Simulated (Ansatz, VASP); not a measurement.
# BAs: VASP beside Ansatz

Aim: how closely do two programs agree when they are given the same cell, functional and k mesh? The cell comes out of earlier VASP steps on this material, which relaxed, scaled or displaced it; both programs get it as it stands.

Program: Ansatz 0.2.0. Level of theory: plane waves, with VASP 6.6.1 beside it; elastic constants at PBE. Results are calculated unless marked as measured.

**1. The structure**

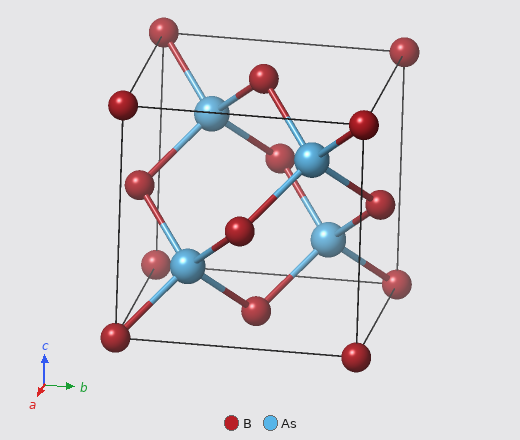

The starting structure, seen slightly off an axis (boron red, arsenic blue). This picture shows the conventional cell, with its axes. Bonds to atoms that aren't drawn are left out. Some periodic images of atoms are drawn too.

**2. VASP: elastic constants, PBE**

Elastic constants are differences of stresses under small strains, so they test the stress and the mesh.

Lines of VASP's logs that name or quote its potential files are left out, and so is its time.

The input, INCAR:

```
SYSTEM = BAs
PREC = Accurate
ENCUT = 500
EDIFF = 1E-07
NELM = 100
ISMEAR = 0
SIGMA = 0.05
LREAL = .FALSE.
ALGO = Normal
GGA = PE
NBANDS = 10
LORBIT = 11
LWAVE = .FALSE.
LCHARG = .FALSE.
KPAR = 2
IBRION = 6
NFREE = 2
POTIM = 0.015
ISIF = 3
NSW = 1
```

The input, POSCAR:

```
BAs
1.0
    0.0000000000      2.4084771865      2.4084771865
    2.4084771865      0.0000000000      2.4084771865
    2.4084771865      2.4084771865      0.0000000000
B As
1 1
Direct
    0.0000000000      0.0000000000      0.0000000000
    0.2500000000      0.2500000000      0.2500000000
```

The input, KPOINTS:

```
Automatic mesh
0
Gamma
8 8 8
0 0 0
```

The projector-augmented-wave data sets are B and As (PBE family, release 64).

Command:

```
> mpirun -np 2 vasp_std
```

Numbers of over 12 decimals in the logs are rounded to 6 here.

The program printed:

```text
[banner, memory and clock lines left out]
running    2 mpi-ranks, on    1 nodes
 distrk:  each k-point on    1 cores,    2 groups
 distr:  one band on    1 cores,    1 groups

 POSCAR found type information on POSCAR B As
 POSCAR found :  2 types and       2 ions
 LDA part: xc-table for (Slater+PW92), standard interpolation
 POSCAR, INCAR and KPOINTS ok, starting setup
 FFT: planning ... GRIDC
 FFT: planning ... GRID_SOFT
 FFT: planning ... GRID
 WAVECAR not read
 entering main loop
       N       E                     dE             d eps       ncg     rms          rms(c)
DAV:   1     0.125181415647E+02    0.12518E+02   -0.38329E+03   580   0.688E+02
DAV:   2    -0.112506061339E+02   -0.23769E+02   -0.22400E+02   782   0.103E+02
DAV:   3    -0.120014399067E+02   -0.75083E+00   -0.74896E+00   670   0.180E+01
DAV:   4    -0.120037831325E+02   -0.23432E-02   -0.23431E-02   710   0.112E+00
DAV:   5    -0.120037867224E+02   -0.35899E-05   -0.35899E-05   692   0.423E-02    0.476E+00
DAV:   6    -0.114677865994E+02    0.53600E+00   -0.15674E+00   624   0.541E+00    0.232E+00
DAV:   7    -0.114143651472E+02    0.53421E-01   -0.17691E-01   696   0.223E+00    0.958E-01
DAV:   8    -0.114079519063E+02    0.64132E-02   -0.20476E-02   644   0.859E-01    0.979E-02
DAV:   9    -0.114082480818E+02   -0.29618E-03   -0.74423E-04   662   0.168E-01    0.565E-02
DAV:  10    -0.114084167361E+02   -0.16865E-03   -0.22361E-04   636   0.964E-02    0.132E-02
DAV:  11    -0.114084224357E+02   -0.56996E-05   -0.61778E-06   716   0.177E-02    0.108E-02
DAV:  12    -0.114084224950E+02   -0.59327E-07   -0.29180E-06   634   0.991E-03    0.319E-03
DAV:  13    -0.114084225523E+02   -0.57334E-07   -0.83288E-08   548   0.204E-03
   1 F= -.11408423E+02 E0= -.11408423E+02  d E =-.738676E-16
[... from here on, the cycles between the ionic steps are left out ...]
   2 F= -.11403247E+02 E0= -.11403247E+02  d E =-.565136E-17
   3 F= -.11403158E+02 E0= -.11403158E+02  d E =-.314181E-12
   4 F= -.11403247E+02 E0= -.11403247E+02  d E =-.563701E-17
   7 F= -.11403158E+02 E0= -.11403158E+02  d E =-.314213E-12
   8 F= -.11405282E+02 E0= -.11405282E+02  d E =-.377633E-15
   9 F= -.11405283E+02 E0= -.11405283E+02  d E =-.377616E-15
  10 F= -.11405282E+02 E0= -.11405282E+02  d E =-.378406E-15
  11 F= -.11405283E+02 E0= -.11405283E+02  d E =-.377504E-15
  12 F= -.11405283E+02 E0= -.11405283E+02  d E =-.378080E-15
  13 F= -.11405283E+02 E0= -.11405283E+02  d E =-.377697E-15
  14 F= -.11406617E+02 E0= -.11406617E+02  d E =-.313390E-17
  15 F= -.11406617E+02 E0= -.11406617E+02  d E =-.310215E-17
  16 F= -.11406617E+02 E0= -.11406617E+02  d E =-.313652E-17
 Finite differences progress:
  Degree of freedom:   8/  8
  Displacement:        1/  2
  Total:              15/ 16
 bond charge predicted
       N       E                     dE             d eps       ncg     rms          rms(c)
DAV:   1    -0.114061831685E+02    0.43401E-03   -0.26748E-01  1968   0.280E+00    0.148E-01
DAV:   2    -0.114066443984E+02   -0.46123E-03   -0.56768E-03  2188   0.537E-01    0.817E-02
DAV:   3    -0.114066159737E+02    0.28425E-04   -0.62243E-05  2294   0.559E-02    0.151E-02
DAV:   4    -0.114066169468E+02   -0.97306E-06   -0.34105E-06  2276   0.128E-02    0.376E-03
DAV:   5    -0.114066171706E+02   -0.22381E-06   -0.24138E-07  2186   0.354E-03    0.365E-04
DAV:   6    -0.114066171775E+02   -0.69593E-08   -0.10052E-08  1272   0.701E-04
  17 F= -.11406617E+02 E0= -.11406617E+02  d E =-.311979E-17
 Finite differences progress:
  Degree of freedom:   8/  8
  Displacement:        2/  2
  Total:              16/ 16
```

From OUTCAR (step 2):

```text
ion  position               nearest neighbor table
   1  0.000  0.000  0.000-   2 2.09   2 2.09   2 2.09   2 2.09
   2  0.250  0.250  0.250-   1 2.09   1 2.09   1 2.09   1 2.09

  LATTYP: Found a face centered cubic cell.
 ALAT       =     4.8169543730

 Subroutine GETGRP returns: Found 24 space group operations
 (whereof 24 operations were pure point group operations)

The static configuration has the point symmetry T_d .

 Found     29 irreducible k-points:

   k-points           NKPTS =     29   k-points in BZ     NKDIM =     29   number of bands    NBANDS=     10

   dimension x,y,z NGX =    28 NGY =   28 NGZ =   28
   dimension x,y,z NGXF=    56 NGYF=   56 NGZF=   56

   ENCUT  =  500.0 eV  36.75 Ry    6.06 a.u.   6.21  6.21  6.21*2*pi/ulx,y,z

   NELECT =       8.0000    total number of electrons

 k-points in reciprocal lattice and weights: Automatic mesh
   0.00000000  0.00000000  0.00000000       0.002
   0.12500000  0.00000000  0.00000000       0.016
   0.25000000  0.00000000  0.00000000       0.016
   0.37500000  0.00000000  0.00000000       0.016
   0.50000000  0.00000000  0.00000000       0.008
   0.12500000  0.12500000  0.00000000       0.012
   0.25000000  0.12500000  0.00000000       0.047
   0.37500000  0.12500000  0.00000000       0.047
   0.50000000  0.12500000  0.00000000       0.047
[...]
-0.37500000  0.50000000  0.12500000       0.023
  -0.25000000  0.50000000  0.25000000       0.012

 average (electrostatic) potential at core
       1 -27.0965       2 -49.0211

 E-fermi :   6.2362

 k-point     1 :       0.0000    0.0000    0.0000
  band No.  band energies     occupation
      1      -9.3223      2.00000
      2       5.7525      2.00000
      3       5.8574      2.00000
      4       5.9601      2.00000
      5       9.0151      0.00000
      6       9.0946      0.00000
      7       9.1771      0.00000
      8      10.2247      0.00000
      9      15.3169      0.00000
    ...

 k-point     2 :       0.1250    0.0000    0.0000
  band No.  band energies     occupation
      1      -9.0719      2.00000
      2       3.8709      2.00000
      3       5.3948      2.00000
      4       5.5144      2.00000
      5       9.1671      0.00000
      6       9.5928      0.00000
      7       9.7006      0.00000
      8      11.5738      0.00000
      9      16.2387      0.00000
    ...

 k-point     3 :       0.2500    0.0000    0.0000
  band No.  band energies     occupation
      1      -8.3436      2.00000
      2       0.9637      2.00000
      3       4.6947      2.00000
      4       4.8042      2.00000
      5       8.8038      0.00000
      6      10.3872      0.00000
      7      10.5213      0.00000
      8      13.5734      0.00000
      9      16.9674      0.00000
    ...

  Total        0.0003521      0.0035328      0.0035328      0.0000000      0.1000141      0.0000000
  in kB        0.0201878      0.2025688      0.2025688      0.0000000      5.7347438      0.0000000
  external PRESSURE =       0.1417751 kB  Pullay stress =       0.0000000 kB

  energy-cutoff  :      500.00
  volume of cell :       27.94
      direct lattice vectors                 reciprocal lattice vectors
     0.000000000  2.408477186  2.408477186    -0.207600057  0.207600057  0.207600057
     2.408477186  0.000000000  2.408477186     0.207600057 -0.207600057  0.207600057
     2.408477186  2.408477186  0.000000000     0.207600057  0.207600057 -0.207600057

 POSITION                                       TOTAL-FORCE (eV/Angst)
 -----------------------------------------------------------------------------------
      0.00000      0.00000      0.00000        -0.240722     -0.000000     -0.000000
      1.18924      1.20424      1.20424         0.240722      0.000000      0.000000
 -----------------------------------------------------------------------------------
    total drift:                               -0.000035     -0.000000     -0.000000

  FREE ENERGIE OF THE ION-ELECTRON SYSTEM (eV)
  ---------------------------------------------------
  free  energy   TOTEN  =       -11.4066171775 eV

  energy  without entropy=      -11.4066171775  energy(sigma->0) =      -11.40661718

  SYMMETRIZED ELASTIC MODULI (kBar)
 Direction    XX          YY          ZZ          XY          YZ          ZX
 --------------------------------------------------------------------------------
 XX        2659.6907    648.3103    648.3103     -0.0000      0.0000     -0.0000
 YY         648.3103   2659.6907    648.3103     -0.0000      0.0000     -0.0000
 ZZ         648.3103    648.3103   2659.6907      0.0000      0.0000      0.0000
 XY          -0.0000     -0.0000      0.0000   1600.7914      0.0000      0.0000
 YZ           0.0000      0.0000      0.0000      0.0000   1600.7914      0.0000
 ZX          -0.0000     -0.0000      0.0000      0.0000      0.0000   1600.7914
 --------------------------------------------------------------------------------

 Eigenvectors and eigenvalues of the dynamical matrix
 ----------------------------------------------------

   1 f  =   20.374897 THz   128.019252 2PiTHz  679.633401 cm-1    84.263764 meV
             X         Y         Z           dx          dy          dz
      0.000000  0.000000  0.000000     0.934826   -0.000000    0.000000
      1.204239  1.204239  1.204239    -0.355106    0.000000    0.000000

   2 f  =   20.374897 THz   128.019252 2PiTHz  679.633401 cm-1    84.263764 meV
             X         Y         Z           dx          dy          dz
      0.000000  0.000000  0.000000     0.000000    0.934826    0.000000
      1.204239  1.204239  1.204239     0.000000   -0.355106    0.000000

   3 f  =   20.374897 THz   128.019252 2PiTHz  679.633401 cm-1    84.263764 meV
             X         Y         Z           dx          dy          dz
      0.000000  0.000000  0.000000    -0.000000    0.000000   -0.934826
      1.204239  1.204239  1.204239     0.000000    0.000000    0.355106

   4 f/i=    0.000007 THz     0.000041 2PiTHz    0.000220 cm-1     0.000027 meV
             X         Y         Z           dx          dy          dz
      0.000000  0.000000  0.000000     0.216531    0.279217   -0.035391
      1.204239  1.204239  1.204239     0.570023    0.735046   -0.093169

   5 f/i=    0.000007 THz     0.000042 2PiTHz    0.000220 cm-1     0.000027 meV
             X         Y         Z           dx          dy          dz
      0.000000  0.000000  0.000000     0.045698    0.009183    0.352034
      1.204239  1.204239  1.204239     0.120300    0.024174    0.926738

   6 f/i=    0.000007 THz     0.000042 2PiTHz    0.000220 cm-1     0.000027 meV
             X         Y         Z           dx          dy          dz
      0.000000  0.000000  0.000000     0.277717   -0.219212   -0.030332
      1.204239  1.204239  1.204239     0.731096   -0.577081   -0.079850

 ELASTIC MODULI CONTR FROM IONIC RELAXATION (kBar)
 Direction    XX          YY          ZZ          XY          YZ          ZX
 --------------------------------------------------------------------------------
 XX          -0.0000      0.0000      0.0000      0.0000     -0.0000      0.0000
 YY           0.0000     -0.0000     -0.0000      0.0000      0.0000     -0.0000
 ZZ           0.0000     -0.0000     -0.0000     -0.0000      0.0000      0.0000
 XY           0.0000      0.0000     -0.0000   -158.6909      0.0000      0.0000
 YZ          -0.0000      0.0000      0.0000      0.0000   -158.6909      0.0000
 ZX           0.0000     -0.0000      0.0000      0.0000      0.0000   -158.6909
 --------------------------------------------------------------------------------

 TOTAL ELASTIC MODULI (kBar)
 Direction    XX          YY          ZZ          XY          YZ          ZX
 --------------------------------------------------------------------------------
 XX        2659.6907    648.3103    648.3103     -0.0000      0.0000     -0.0000
 YY         648.3103   2659.6907    648.3103      0.0000      0.0000     -0.0000
 ZZ         648.3103    648.3103   2659.6907      0.0000      0.0000      0.0000
 XY          -0.0000      0.0000      0.0000   1442.1005      0.0000      0.0000
 YZ           0.0000      0.0000      0.0000      0.0000   1442.1005      0.0000
 ZX          -0.0000     -0.0000      0.0000      0.0000      0.0000   1442.1005
 --------------------------------------------------------------------------------

 total charge
# of ion       s       p       d       tot
------------------------------------------
    1        0.657   1.153   0.000   1.810
    2        1.173   1.642   0.083   2.899
--------------------------------------------------
tot          1.830   2.795   0.083   4.709

[... 3 further parts left out ...]
```

(Part 1 of 2 ends here.)

[Lines on the potential files, build, host, timing and source positions are cut from VASP's logs without a mark.]

[Logs are printed without paths, hosts, clocks, repeated set-up lines and the standing remarks that a program may print on its own settings, such as how far it seeks lower states.]

[Hosts, paths, dates, database ids (printed as entryN), source tags and the programs' standing remarks are cut or masked in the printed files.]
